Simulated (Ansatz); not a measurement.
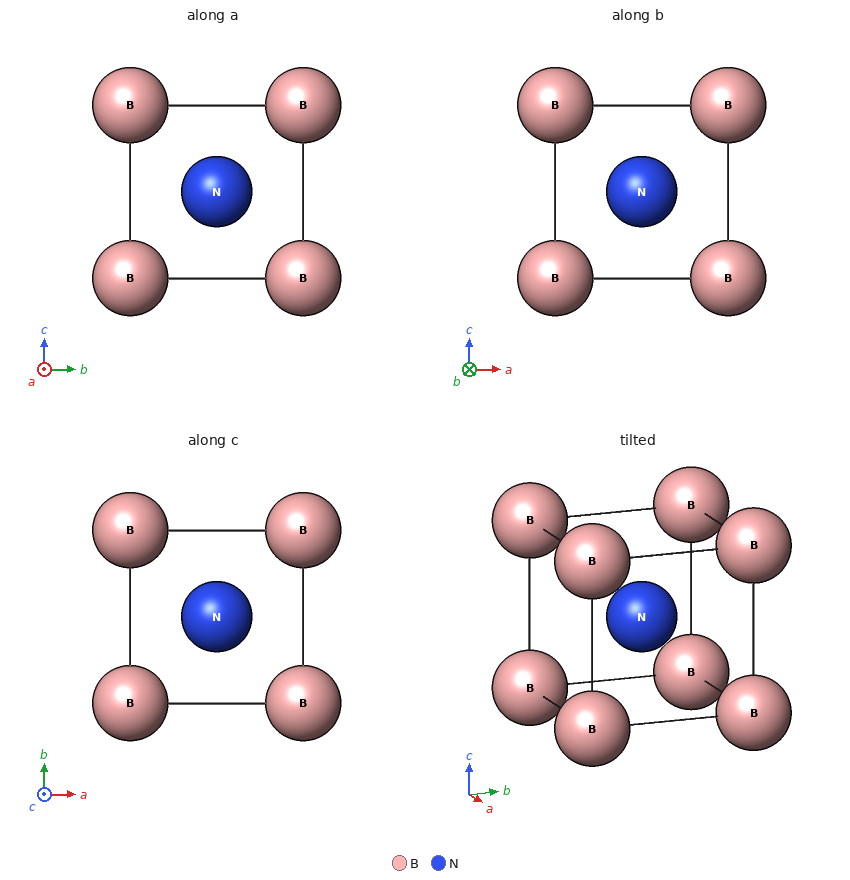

Shown here is a spheres-only view of the crystal, taken along the a axis, along the b axis, along the c axis and slightly off an axis. One conventional unit cell is outlined, and atoms on its boundary appear in each equivalent place.

Lattice parameters: a = 2.3124 Å, b = 2.3124 Å, c = 2.3124 Å, α = 90.000°, β = 90.000°, γ = 90.000°.

Give the structure in the form of a CIF with its space group and independent sites.

```cif
data_structure
_symmetry_space_group_name_H-M 'P m -3 m'
_symmetry_Int_Tables_number 221
_cell_length_a 2.3124
_cell_length_b 2.3124
_cell_length_c 2.3124
_cell_angle_alpha 90.000
_cell_angle_beta 90.000
_cell_angle_gamma 90.000
_cell_volume 12.37
loop_
_atom_site_label
_atom_site_type_symbol
_atom_site_symmetry_multiplicity
_atom_site_Wyckoff_symbol
_atom_site_fract_x
_atom_site_fract_y
_atom_site_fract_z
_atom_site_occupancy
B1 B 1 a 0.0000 0.0000 0.0000 1
N1 N 1 b 0.5000 0.5000 0.5000 1
```

Origin of the cell: a structure type filled with these elements by a generator (whether the compound takes this form wasn't checked). Earlier steps of the study may have refined or changed the cell and positions. A calculation with Ansatz used it as input.
